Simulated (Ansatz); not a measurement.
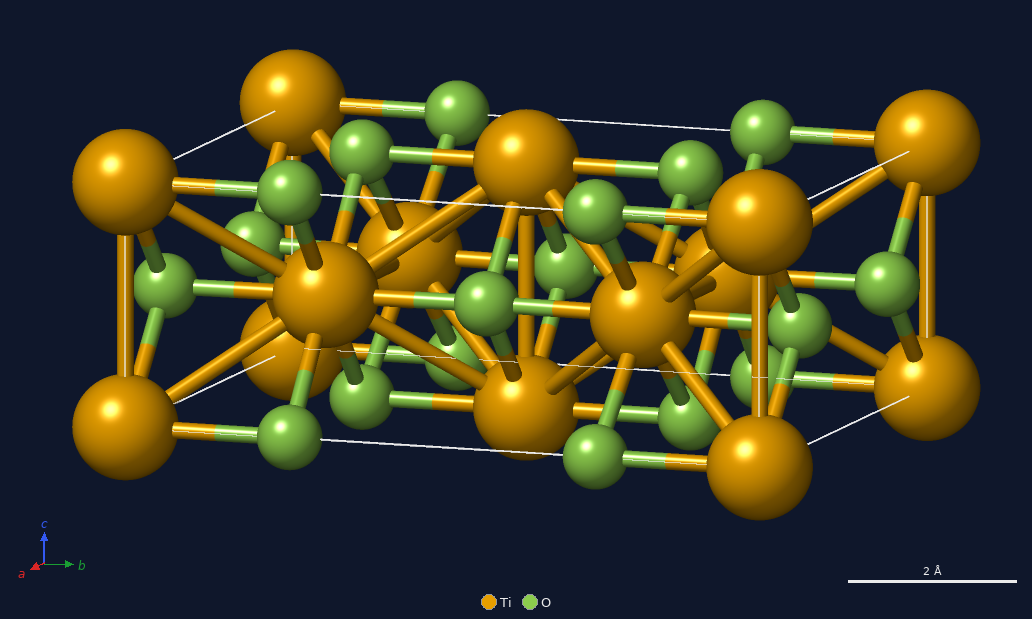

The figure gives a ball-and-stick picture of the atoms, viewed slightly off an axis. The wireframe shows the conventional unit cell. Cell: a = 5.83 Å, b = 8.06 Å, c = 2.97 Å, α = 90.00°, β = 90.00°, γ = 90.00°.

It goes back to a structure listed in the Materials Project. Earlier steps of the study, as a rule a relaxation of our own, may have changed the cell and positions, so they can lie some per cent off the listed ones. An electronic-structure calculation with Ansatz was run on it.

What is this?

Answer. The solid is Ti3O4. The atoms follow space group Cmmm (No. 65); the Bravais lattice is base-centred orthorhombic. The cell comprises 2 formula units: 6 Ti, 8 O. Counting atoms within bonding range gives coordination numbers of Ti 14 to 16 (mean 14.7) and O 4 to 5 (mean 4.5).

The calculation used Ansatz, DFT PBEsol, scalar-relativistic, plane waves, PAW, with a basis cut at 420 eV, k-points about 0.18 Å⁻¹ apart, Gaussian smearing of 0.1 eV, no spin polarisation.

Metal or not?

Answer. A metal: bands cross the Fermi level.

Predict the Bader charges.

Answer. Ti +1.72 to +1.77 e; O -1.36 to -1.28 e.

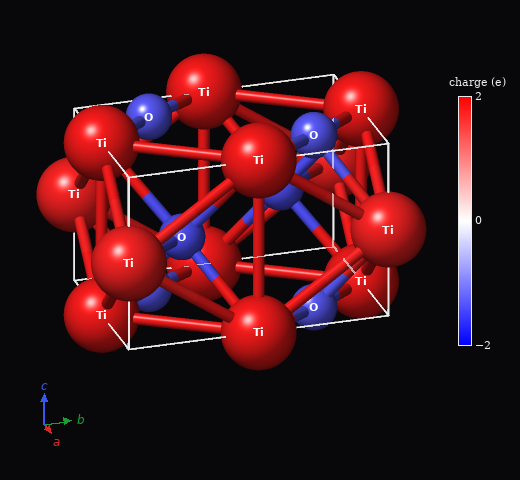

The atoms coloured by those charges. The run's cell of 7 atoms is drawn, so axes and origin can differ from the first picture.

Is the structure in equilibrium?

Answer. Yes. All forces vanish to within 0.01 eV/Å. The pressure is 0.0 GPa, close to zero.
